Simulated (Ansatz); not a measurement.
Consider CoSi.

Input

```
crystal:
  lattice:
    - [4.4308490603, 0.0, 0.0]
    - [0.0, 4.4308490603, 0.0]
    - [0.0, 0.0, 4.4308490603]
  atoms:
    - { symbol: Co, position: [0.1450189116, 0.1450189116, 0.1450189116] }
    - { symbol: Co, position: [0.3549810884, 0.8549810884, 0.6450189116] }
    - { symbol: Co, position: [0.6450189116, 0.3549810884, 0.8549810884] }
    - { symbol: Co, position: [0.8549810884, 0.6450189116, 0.3549810884] }
    - { symbol: Si, position: [0.8431597103, 0.8431597103, 0.8431597103] }
    - { symbol: Si, position: [0.6568402897, 0.1568402897, 0.3431597103] }
    - { symbol: Si, position: [0.3431597103, 0.6568402897, 0.1568402897] }
    - { symbol: Si, position: [0.1568402897, 0.3431597103, 0.6568402897] }
basis:
  ecutwfc: 420
kpoints:
  mp_grid: { grid: [8, 8, 8] }
  band_path:
    path:
      - [[0.0, 0.0, 0.0], [0.0, 0.5, 0.0], [0.5, 0.5, 0.0], [0.0, 0.0, 0.0], [0.5, 0.5, 0.5], [0.0, 0.5, 0.0]]
      - [[0.5, 0.5, 0.5], [0.5, 0.5, 0.0], [0.5, 0.0, 0.0]]
    npoints: 14
hamiltonian:
  xc: pbe
scf:
  occupations: { method: gaussian, width: 0.1 }
  n_extra_bands: 20
output:
  forces: true
  stress: true
  eigenvalues: true
  populations: true
  dos: { projected: true, de: 0.02, nscf_kmesh: { grid: [12, 12, 12] } }
  bader: true
  write_density: true
  write_potential: true
  elf: true
  volumetric_format: npy
```

Run with:

```sh
ansatz run input.yaml --threads 2 --pin off --max-ram 5120MiB --backend cpu --events-out ev --progress --plain --runs-dir out
```

Below, planes, directions and counts refer to the conventional cell (a = 4.43 Å, b = 4.43 Å, c = 4.43 Å, α = 90.00°, β = 90.00°, γ = 90.00°).

Space group P2₁3; computed without spin polarisation.

Method: DFT PBE, scalar-relativistic, plane waves, PAW (Ansatz 0.2.0).

### What can the converged valence pseudo-density and electron localisation function tell about the bonding?

Co–Si (2.34 Å): ρ at the midpoint is about 0.47 e/Å³; the ELF peaks at about 0.70 in the valence shell of Si, 0.9 Å from its nucleus, and is about 0.45 at the midpoint.
Co–Si (2.43 Å): ρ at the midpoint is about 0.41 e/Å³; the ELF peaks at about 0.70 in the valence shell of Si, 0.9 Å from its nucleus, and is about 0.50 at the midpoint.
Bader's partition of the density gives Co −0.41 and Si +0.41 e.

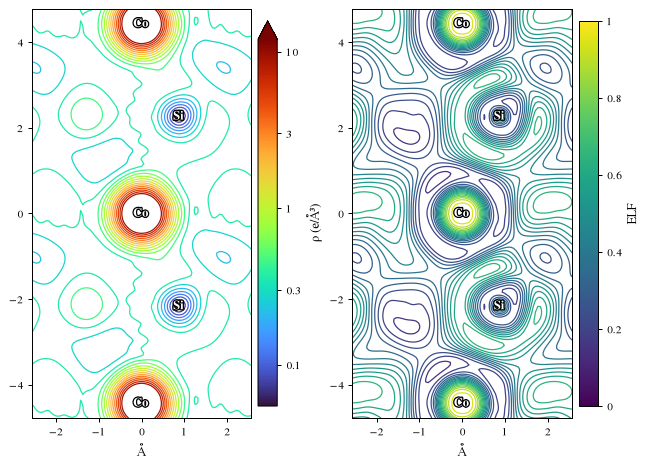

Computed valence pseudo-density and electron localisation function on the (100) plane of the conventional cell, in this order. Atoms just off the plane (Co, 0.9 Å away and Si, 0.9 Å away) can leave unmarked features too.

In a PAW calculation such maps are meaningful between the atoms, not at the nuclei.
